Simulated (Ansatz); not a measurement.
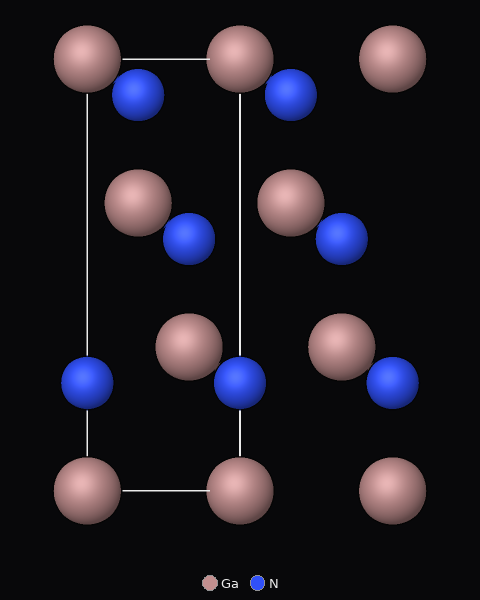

Projection along an edge of the hexagonal mesh, stacking direction [111] upwards. Every atom sits on one of the three columns of the mesh; call them A, B, C in the order in which they first turn up. The box is the hexagonal cell of the face-centred cubic lattice. The sequence starts with the first layer at or above the cell's origin.

GaN (space group F-43m, No. 216). Coordinates: the end point of a relaxation with DFT PBEsol, scalar-relativistic, plane waves, PAW in Ansatz.

> Read off the stacking sequence over one period.

Ga(A) – N(A) – Ga(B) – N(B) – Ga(C) – N(C) (six layers in 7.79 Å).

> How are the N layers alone stacked?

N layers alone: ABC, the cubic close-packed type.

> Which positions between or in the N layers do the other atoms fill?

Ga: three tetrahedral sites, counted in one hexagonal cell.

> What short polytype symbol fits?

Polytype symbol 3C, the symbol of a tetrahedral polytype (number of double layers in the repeat and lattice).

Heights of the layers:

```csv
layer,atoms (column),height (Å),to next (Å)
1,Ga(A),0.00,1.95
2,N(A),1.95,0.65
3,Ga(B),2.60,1.95
4,N(B),4.54,0.65
5,Ga(C),5.19,1.95
6,N(C),7.14,0.65
```
